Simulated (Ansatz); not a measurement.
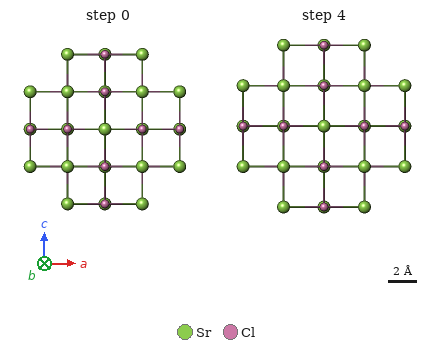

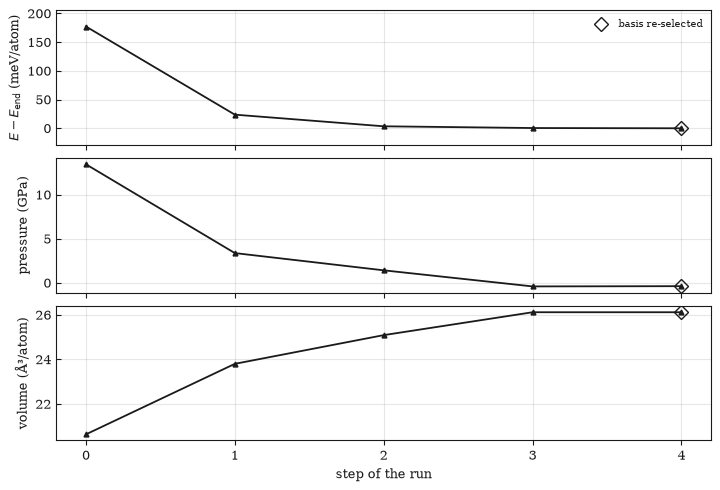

First and last geometry of a relaxation of solid SrCl (a generated structure, set up in Fm-3m) (coarse preliminary run), with the history of the run. Style: ball-and-stick. Shown: the conventional cell (4 times the calculation's cell), along the b axis. Lengths and directions refer to the drawn axes.

Case: S → Cl, Y → Sr on all its sites, cell and atoms relaxed.

Theory: Ansatz 0.2.0, DFT PBEsol, scalar-relativistic, plane waves, PAW. Settings: plane-wave cutoff 420 eV; k-point mesh 6 × 6 × 6; occupations gaussian; smearing width 0.1 eV; no spin polarisation; cell and atoms relaxed; force threshold 0.05 eV/Å; at most 60 steps.

What do the curves and the structures tell?

Answer. It converged. The atoms keep their places relative to the cell (all moves are under 0.005 Å). Cell: a = b = c 5.486 → 5.934 Å (+8.2 %). Volume +26.6 %. Among the contacts that change: Cl–Sr 2.743 → 2.967 Å. The space group stays Fm-3m (No. 225). After 3 accepted moves (4 points after the start) the energy has fallen by 177 meV per atom. All forces vanish by symmetry, so only the cell relaxes. The pressure goes from 13.45 to −0.38 GPa. At 1 point the geometry stayed and the basis and grid were re-selected for the new cell (energy shift of 0.4 meV per atom at most each time).

| step | E − E(0), meV/atom | pressure, GPa | volume, Å³/atom | note |
| --- | --- | --- | --- | --- |
| 0 | 0.00 | 13.45 | 20.635 |  |
| 1 | -153.54 | 3.38 | 23.802 |  |
| 2 | -173.81 | 1.42 | 25.091 |  |
| 3 | -176.84 | -0.40 | 26.119 |  |
| 4 | -177.28 | -0.38 | 26.119 | same geometry, new basis |
